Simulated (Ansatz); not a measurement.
Geometry relaxation of LiF

LiF (Fm-3m, 2 atoms in the cell), computed with DFT, PBE, plane waves, PAW, no spin polarisation (Ansatz 0.2.0).

The structure derives from an entry of the Crystallography Open Database.

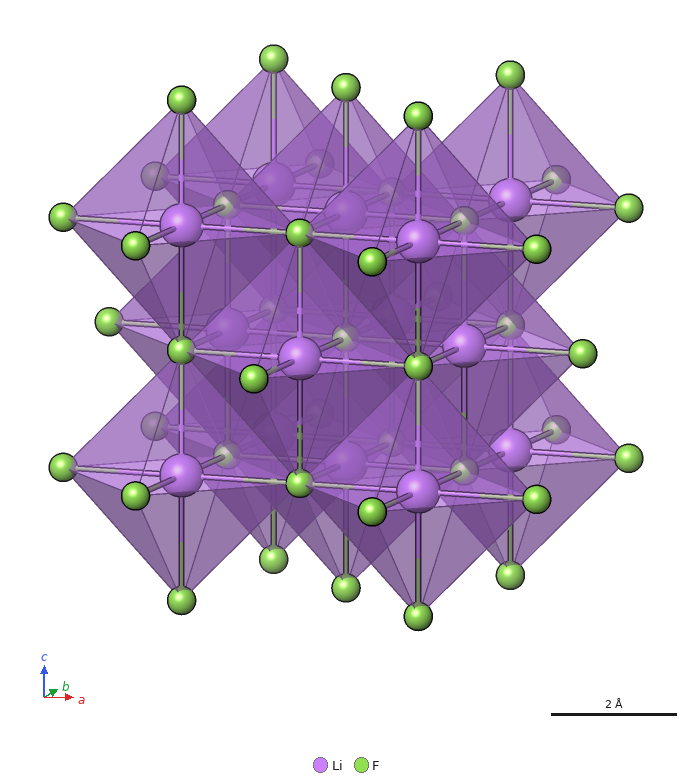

**Figure 1.** The starting structure (polyhedral view of the cell 4 times as large as that of the calculation, set on its symmetry axes, seen slightly off an axis; polyhedra are completed across the faces of the cell).

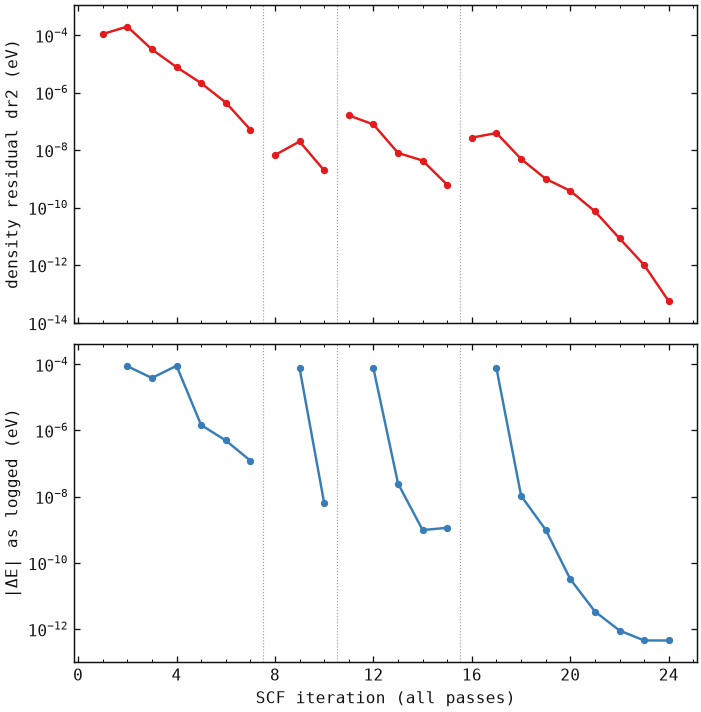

**Figure 2.** Convergence of the self-consistent field: density residual dr2 and size of the energy change against the SCF iteration. The dotted lines part the SCF passes of the relaxation: geometry steps, rejected trials and re-solves on a re-selected basis. The passes take 7, 3, 5 and 9 iterations.

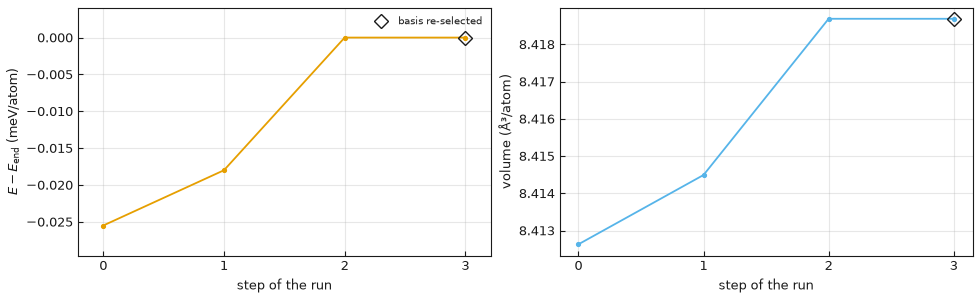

**Figure 3.** Progress of the relaxation, step by step (the first geometry is step 0 here and step 1 in the log). Over 2 geometry steps the energy rises by next to nothing (0.0 meV per atom). All forces vanish by symmetry, so only the cell relaxes. The pressure goes from 0.05 to 0.00 GPa. The atoms keep their places relative to the cell (all moves are under 0.005 Å). A last SCF at the same geometry on a re-selected plane-wave basis shifts the energy by next to nothing (0.0 meV per atom).

The input that produced these results follows, with the program's output.

The input
```yaml
crystal:
  lattice:
    - [0.0, 2.0338109447, 2.0338109447]
    - [2.0338109447, 0.0, 2.0338109447]
    - [2.0338109447, 2.0338109447, 0.0]
  atoms:
    - { symbol: Li, position: [0.0, 0.0, 0.0] }
    - { symbol: F, position: [0.5, 0.5, 0.5] }
basis:
  ecutwfc: 420
kpoints:
  mp_grid: { grid: [4, 4, 4] }
hamiltonian:
  xc: pbe
scf:
  occupations: { method: fixed }
output:
  forces: true
  stress: true
  eigenvalues: true
  write_density: true
  write_potential: true
  elf: true
  volumetric_format: npy
relax:
  adjacent_minimum: "off"
  f_tol: 0.001
  max_steps: 60
  cell: { stress_tol: 0.01 }
```

Command:
```bash
ansatz run input.yaml --threads 1 --pin off --max-ram 2560MiB --backend cpu --events-out ev --progress --plain --runs-dir out
```

The program's output
```
Engine: ansatz 0.2.0, x86_64-unknown-linux-gnu
Pseudopotentials: kind: paw
Pseudopotential: Li, paw, valence charge 3, recommended cutoff 420 eV (normal), Li.paw.azcp
Pseudopotential: F, paw, valence charge 7, recommended cutoff 420 eV (normal), F.paw.azcp
Functional definition: PBE
  parameter kappa = 0.804
  parameter beta = 0.06672455060314922
  exchange = pbe_x(kappa = kappa, mu = beta*pi^2/3)
  correlation = pbe_c(beta = beta)
Crystal: 2 atoms, lattice volume = 16.825 Å³
Basis set: ecut = 420 eV, 331 PW (Γ), exchange–correlation on 40×40×40 points (8 copies of the dense FFT grid, shifted against one another)
Bands: 9, of which v1, the nominal top of the filled ones, is band 5 counted from 1 (4 counted from 0)
Symmetry: 48 space group operations
Space group: Fm-3m (ITA 225), of the structure as read, at distance tolerance 2.6e-5 Å
k-points: 8 of 64
Non-local potential: Li, projectors of the file, l = 0: 3, l = 1: 2, l = 2: 1
Non-local potential: F, projectors of the file, l = 0: 2, l = 1: 2, l = 2: 1
PAW form: soft (Blöchl's): semilocal exchange-correlation on the pseudo side does not see the compensation charge
PAW one-centre angular grid: Li, 110 points (default); XC on 64 Gauss nodes
PAW one-centre angular grid: F, 110 points (default); XC on 64 Gauss nodes
Initial density: superposition of atomic densities (neutral atoms: chi_scale 0, normalization atom), corrected by the library's trained network
Initial wavefunctions: pseudopotential atomic-orbital guess
Functional: x = pbe(κ = 0.804, μ = 0.2195149727645171), c = pbe(β = 0.06672455060314922)
SCF iter   1: F=—  HF=-1016.168989 eV  |F-HF|=—  |Δ(HF+E_count)|=         —  Δρ=1.05e-3  dr2=1.08e-4  ethr=1.77e-3  ⟨swp⟩=3.9  Hψ=403  notcnv=0  defer=8
preconditioner: auto → none  [insulator: Δε(μ)=8.824 eV  Ē_g=22.392 eV  n_scr=0 (ndim 8)  ℏωp=25.6 eV  f_vac=0.000  ε∞_Penn≈2.3]
SCF iter   2: F=—  HF=-1016.168902 eV  |F-HF|=—  |Δ(HF+E_count)|=   8.68e-5  Δρ=1.41e-3  dr2=1.97e-4  ethr=1.08e-6  ⟨swp⟩=2.0  Hψ=178  notcnv=0  defer=14
SCF iter   3: F=—  HF=-1016.168864 eV  |F-HF|=—  |Δ(HF+E_count)|=   3.82e-5  Δρ=5.71e-4  dr2=3.16e-5  ethr=1.08e-6  ⟨swp⟩=2.4  Hψ=102  notcnv=0  defer=6
SCF iter   4: F=—  HF=-1016.168953 eV  |F-HF|=—  |Δ(HF+E_count)|=   8.92e-5  Δρ=2.70e-4  dr2=7.70e-6  ethr=3.16e-7  ⟨swp⟩=2.0  Hψ=120  notcnv=0  defer=13
SCF iter   5: F=—  HF=-1016.168951 eV  |F-HF|=—  |Δ(HF+E_count)|=   1.45e-6  Δρ=1.39e-4  dr2=2.12e-6  ethr=7.70e-8  ⟨swp⟩=1.0  Hψ=72  notcnv=0  defer=14
SCF iter   6: F=—  HF=-1016.168951 eV  |F-HF|=—  |Δ(HF+E_count)|=   4.97e-7  Δρ=6.34e-5  dr2=4.50e-7  ethr=2.12e-8  ⟨swp⟩=1.1  Hψ=75  notcnv=0  defer=14
SCF iter   7: F=-1016.168951 eV  HF=-1016.168951 eV  |F-HF|=4.45e-8  |Δ(HF+E_count)|=   1.22e-7  Δρ=2.13e-5  dr2=5.13e-8  ethr=1.00e-9  ⟨swp⟩=6.2  Hψ=456  notcnv=0
SCF 1 converged in 7 iterations: F = -1016.168951 eV  dr2 = 5.13e-8
  greatest PAW one-centre occupation: 1.000 electrons in one spin orbital (limit 2), on the Li atom at site 0 (counted from 0), in its partial waves of l = 0
relax step   1: F+E_penalty+E_count = -1016.16895074 eV  Δ(F+E_penalty+E_count) = +0.000e0 eV  max|allowed force component| = 1.270e-29 eV/Å  Δτ_max = 0.0000 Å  P = +0.048 GPa  Ω = 16.825 Å³  (7 SCF iters, dr2 threshold 1.00e-7 eV, accepted)
Crystal: 2 atoms, lattice volume = 16.829 Å³
Initial density: handed on by an earlier stage of this run
Initial wavefunctions: those handed on with the density
iter 1 solved again at ethr=6.96e-11 eV; its pass at ethr=3.10e-3 eV (dr2=6.96e-9 eV) is discarded
SCF iter   1: F=—  HF=-1016.168861 eV  |F-HF|=—  |Δ(HF+E_count)|=         —  Δρ=1.05e-5  dr2=6.74e-9  ethr=6.96e-11  ⟨swp⟩=2.0  Hψ=492  notcnv=0
preconditioner: auto → none  [insulator: Δε(μ)=8.829 eV  Ē_g=22.396 eV  n_scr=0 (ndim 8)  ℏωp=25.6 eV  f_vac=0.000  ε∞_Penn≈2.3]
SCF iter   2: F=—  HF=-1016.168936 eV  |F-HF|=—  |Δ(HF+E_count)|=   7.46e-5  Δρ=1.20e-5  dr2=1.99e-8  ethr=6.74e-11  ⟨swp⟩=2.0  Hψ=112  notcnv=0
SCF iter   3: F=-1016.168936 eV  HF=-1016.168936 eV  |F-HF|=8.12e-10  |Δ(HF+E_count)|=   6.34e-9  Δρ=5.35e-6  dr2=1.95e-9  ethr=5.67e-11  ⟨swp⟩=4.8  Hψ=440  notcnv=0
SCF 2 converged in 3 iterations: F = -1016.168936 eV  dr2 = 1.95e-9
relax step   2: F+E_penalty+E_count = -1016.16893573 eV  Δ(F+E_penalty+E_count) = +1.501e-5 eV  max|allowed force component| = 5.249e-30 eV/Å  Δτ_max = 0.0000 Å  P = +0.033 GPa  Ω = 16.829 Å³  energy of the carried Pulay correction = -1.599e-5 eV  (3 SCF iters, dr2 threshold 5.67e-9 eV, accepted)
Crystal: 2 atoms, lattice volume = 16.837 Å³
iter 1 solved again at ethr=1.73e-9 eV; its pass at ethr=3.10e-3 eV (dr2=1.73e-7 eV) is discarded
SCF iter   1: F=—  HF=-1016.168826 eV  |F-HF|=—  |Δ(HF+E_count)|=         —  Δρ=4.74e-5  dr2=1.60e-7  ethr=1.73e-9  ⟨swp⟩=2.4  Hψ=481  notcnv=0
preconditioner: auto → none  [insulator: Δε(μ)=8.825 eV  Ē_g=22.391 eV  n_scr=0 (ndim 8)  ℏωp=25.6 eV  f_vac=0.000  ε∞_Penn≈2.3]
SCF iter   2: F=—  HF=-1016.168900 eV  |F-HF|=—  |Δ(HF+E_count)|=   7.47e-5  Δρ=2.52e-5  dr2=7.78e-8  ethr=1.60e-9  ⟨swp⟩=2.0  Hψ=112  notcnv=0
SCF iter   3: F=—  HF=-1016.168900 eV  |F-HF|=—  |Δ(HF+E_count)|=   2.48e-8  Δρ=8.82e-6  dr2=7.96e-9  ethr=7.78e-10  ⟨swp⟩=2.0  Hψ=95  notcnv=0
SCF iter   4: F=—  HF=-1016.168900 eV  |F-HF|=—  |Δ(HF+E_count)|=  9.79e-10  Δρ=6.06e-6  dr2=4.31e-9  ethr=2.73e-11  ⟨swp⟩=6.2  Hψ=390  notcnv=0
SCF iter   5: F=-1016.168900 eV  HF=-1016.168900 eV  |F-HF|=4.76e-10  |Δ(HF+E_count)|=   1.15e-9  Δρ=2.28e-6  dr2=6.17e-10  ethr=2.73e-11  ⟨swp⟩=5.0  Hψ=254  notcnv=0
SCF 3 converged in 5 iterations: F = -1016.168900 eV  dr2 = 6.17e-10
relax step   3: F+E_penalty+E_count = -1016.16890023 eV  Δ(F+E_penalty+E_count) = +3.550e-5 eV  max|allowed force component| = 3.050e-29 eV/Å  Δτ_max = 0.0000 Å  P = -0.005 GPa  Ω = 16.837 Å³  energy of the carried Pulay correction = -5.219e-5 eV  (5 SCF iters, dr2 threshold 2.73e-9 eV, accepted)
Initial wavefunctions: pseudopotential atomic-orbital guess (no wavefunctions were taken with the density)
iter 1 solved again at ethr=1.09e-6 eV; its pass at ethr=3.10e-3 eV (dr2=1.09e-4 eV) is discarded
SCF iter   1: F=—  HF=-1016.168825 eV  |F-HF|=—  |Δ(HF+E_count)|=         —  Δρ=1.57e-5  dr2=2.71e-8  ethr=1.09e-6  ⟨swp⟩=1.9  Hψ=560  notcnv=0  defer=8
eigensolver tolerance schedule: the retry pair's looser diagonalisation over-reported the residual by 4022.56 of it (diagonalisation noise at an unbounded share of the residual, at the tolerance the schedule requests for it); recorded, not acted on — ethr = c·dr2/N_el stays at c = 1.0e-1
SCF iter   2: F=—  HF=-1016.168900 eV  |F-HF|=—  |Δ(HF+E_count)|=   7.48e-5  Δρ=1.97e-5  dr2=3.91e-8  ethr=2.71e-10  ⟨swp⟩=2.0  Hψ=112  notcnv=0  defer=4
SCF iter   3: F=—  HF=-1016.168900 eV  |F-HF|=—  |Δ(HF+E_count)|=   1.06e-8  Δρ=6.84e-6  dr2=4.90e-9  ethr=2.71e-10  ⟨swp⟩=2.2  Hψ=99  notcnv=0  defer=4
SCF iter   4: F=—  HF=-1016.168900 eV  |F-HF|=—  |Δ(HF+E_count)|=  9.97e-10  Δρ=3.06e-6  dr2=1.00e-9  ethr=4.90e-11  ⟨swp⟩=1.2  Hψ=76  notcnv=0  defer=4
SCF iter   5: F=—  HF=-1016.168900 eV  |F-HF|=—  |Δ(HF+E_count)|=  3.22e-11  Δρ=1.89e-6  dr2=3.82e-10  ethr=1.00e-11  ⟨swp⟩=1.0  Hψ=72  notcnv=0  defer=4
SCF iter   6: F=—  HF=-1016.168900 eV  |F-HF|=—  |Δ(HF+E_count)|=  3.41e-12  Δρ=8.28e-7  dr2=7.39e-11  ethr=3.82e-12  ⟨swp⟩=1.5  Hψ=81  notcnv=0  defer=5
SCF iter   7: F=—  HF=-1016.168900 eV  |F-HF|=—  |Δ(HF+E_count)|=  9.09e-13  Δρ=2.80e-7  dr2=8.49e-12  ethr=7.39e-13 (applied; sched 1.00e-12)  ⟨swp⟩=2.0  Hψ=95  notcnv=0  defer=5
SCF iter   8: F=—  HF=-1016.168900 eV  |F-HF|=—  |Δ(HF+E_count)|=  4.55e-13  Δρ=9.68e-8  dr2=1.01e-12  ethr=8.49e-14 (applied; sched 1.00e-12)  ⟨swp⟩=2.0  Hψ=93  notcnv=0  defer=5
SCF iter   9: F=-1016.168900 eV  HF=-1016.168900 eV  |F-HF|=1.14e-13  |Δ(HF+E_count)|=  4.55e-13  Δρ=2.27e-8  dr2=5.55e-14  ethr=1.00e-12  ⟨swp⟩=5.1  Hψ=326  notcnv=0
SCF 4 converged in 9 iterations: F = -1016.168900 eV  dr2 = 5.55e-14
relax step   4: F+E_penalty+E_count = -1016.16890023 eV  Δ(F+E_penalty+E_count) = -3.389e-10 eV  max|allowed force component| = 4.312e-29 eV/Å  Δτ_max = 0.0000 Å  P = -0.000 GPa  Ω = 16.837 Å³  stress off target by 5.42e-5 GPa  SCF on the basis re-selected at this cell (its energy is not comparable with the rows above)  (9 SCF iters)
basis re-selected at this cell: Δ(F+E_penalty+E_count) = -3.389e-10 eV, ΔP = +0.005 GPa vs the last step (what re-selecting the basis moved, of the pressure what is left beyond the Pulay correction that the steps carried, after the strain that the cell walked since its last selection, with what the two solves' SCF thresholds leave and, on support functions, any second-order correction that the steps lacked; it is no measure of the basis error at this ecutwfc). This SCF's stress stands 5.42e-5 GPa from its target on what of the cell is left free (relax.cell.stress_tol is 1.00e-2 GPa) and its largest allowed force component is 4.31e-29 eV/Å (relax.f_tol is 1.00e-3 eV/Å): within both
SCF converged after 9 iterations
Free energy (F): -1016.168900 eV
Harris-Foulkes:  -1016.168900 eV  (|F-HF|=1.14e-13)
Internal energy: -1016.168900 eV  (E = F + TS)
E sigma→0 (E₀):  -1016.168900 eV
Fermi energy:    0.762899 eV
--- Per-component energies (eV) ---
  E_band       = -119.818417
  E_kinetic    = 230.242178
  E_local      = -649.635445  (includes V_loc(G=0)·N_el)
  E_nonlocal   = 40.314672
  E_hartree    = 227.968503
  E_xc         = -91.738034
  E_vxc        = -117.665126  (∫ρ·V_xc dr)
  E_paw        = -221.752667  (= ΣΔE_a)
  E_vpaw       = -79.013935  (= ΣTr[D̂ρ^β])
  E_aug_tail   = 0.002239  (compensation charges beyond the density's cutoff)
  E_ewald      = -551.570347
  E_smearing   = -0.000000  (= −TS)
  E_closure    = -0.000000  (closes the sum)
  Σ components = -1016.168900   (vs F -1016.168900, Δ=0.00e0)
--- Forces (eV/Å), atoms counted from 1 ---
  atom   1  Li    -0.00000000     0.00000000    -0.00000000
  atom   2  F      0.00000000    -0.00000000     0.00000000
  max |Σ_I F_I| component: 8.20e-29 eV/Å
--- Stress (GPa, compression-positive) ---
       -0.000054      -0.000000      -0.000000
       -0.000000      -0.000054      -0.000000
       -0.000000      -0.000000      -0.000054
  P = ⅓ Tr σ = -0.0001 GPa (-0.001 kbar)
--- Band table (eV; the first three rows and the last of 8) ---
  k-point 0: bands = ["-40.2010", "-19.1243", "0.7629", "0.7629", "0.7629", "9.5879", "24.3198", "24.3198", "24.3198"]
  k-point 1: bands = ["-40.1755", "-18.9265", "-0.5595", "0.6518", "0.6518", "10.8752", "18.4479", "21.0366", "21.0366"]
  k-point 2: bands = ["-40.1500", "-18.7147", "-1.6637", "0.5468", "0.5468", "11.4014", "17.1490", "19.4285", "19.4285"]
  k-point 7: bands = ["-40.1357", "-18.4954", "-1.2175", "-1.2175", "-0.0030", "15.5878", "15.5878", "17.9216", "19.6207"]
--- Relaxed structure (3 steps of the walk, 3 accepted, 1 SCFs on fresh bases) ---
  F+E_penalty+E_count = -1016.16890023 eV   max|allowed force component| = 4.312e-29 eV/Å   (the final SCF, on the basis selected at the relaxed cell)
  cell:  # Å, volume = 16.8374 Å³
    - [-8.776260516943735e-34, 2.0342993296754277, 2.0342993296754277]
    - [2.0342993296754277, -2.916582679113806e-34, 2.0342993296754277]
    - [2.0342993296754277, 2.0342993296754277, -1.8088570716779347e-33]
  atoms:
    - { symbol: Li, position: [9.632936879591448e-39, -1.5412699026365623e-38, -7.706349488960109e-39] }
    - { symbol: F, position: [0.49999999999999994, 0.49999999999999994, 0.49999999999999994] }
```

Trajectory as extended XYZ (Å, eV, eV/Å), 4 frames, from step=1 to step=4
```
2
Lattice="0.0000 2.0338 2.0338 2.0338 0.0000 2.0338 2.0338 2.0338 0.0000" Properties=species:S:1:pos:R:3:forces:R:3 step=1 energy=-1016.16895 pressure_GPa=0.05
Li    0.0000    0.0000    0.0000    0.0000   0.0000   0.0000
F     2.0338    2.0338    2.0338    0.0000   0.0000   0.0000
2
Lattice="0.0000 2.0340 2.0340 2.0340 0.0000 2.0340 2.0340 2.0340 0.0000" Properties=species:S:1:pos:R:3:forces:R:3 step=2 energy=-1016.16894 pressure_GPa=0.03
Li    0.0000    0.0000    0.0000    0.0000   0.0000   0.0000
F     2.0340    2.0340    2.0340    0.0000   0.0000   0.0000
2
Lattice="0.0000 2.0343 2.0343 2.0343 0.0000 2.0343 2.0343 2.0343 0.0000" Properties=species:S:1:pos:R:3:forces:R:3 step=3 energy=-1016.16890 pressure_GPa=-0.01
Li    0.0000    0.0000    0.0000    0.0000   0.0000   0.0000
F     2.0343    2.0343    2.0343    0.0000   0.0000   0.0000
2
Lattice="0.0000 2.0343 2.0343 2.0343 0.0000 2.0343 2.0343 2.0343 0.0000" Properties=species:S:1:pos:R:3:forces:R:3 step=4 energy=-1016.16890 pressure_GPa=-0.00
Li    0.0000    0.0000    0.0000    0.0000   0.0000   0.0000
F     2.0343    2.0343    2.0343    0.0000   0.0000   0.0000
```

Key numbers

| quantity | value |
| --- | --- |
| outcome | converged |
| space group (tolerance 0.01 Å) | Fm-3m (225) |
| electrons treated | 10 |
| free energy | −1016.1689 eV |
| Fermi energy | 0.763 eV |
| gap on the k-point mesh | 8.83 eV |
| pressure | 0.00 GPa |
| final volume | 16.84 Å³ |
| largest force (length of the vector) at the end | under 0.001 eV/Å |
| final cell | a = 2.877 Å, b = 2.877 Å, c = 2.877 Å, α = 60.00°, β = 60.00°, γ = 60.00° |
| hardware | 1 thread of Intel Xeon (Sapphire Rapids), 64 GiB of memory available, shared host |
| wall time | 1 s |
| peak memory | 0.29 GiB |

Remarks

Settings chosen away from the usual ones: cell and atoms relaxed tightly for response. These settings are looser than, or depart from, a standard set-up, so the numbers are not reference values for this system.
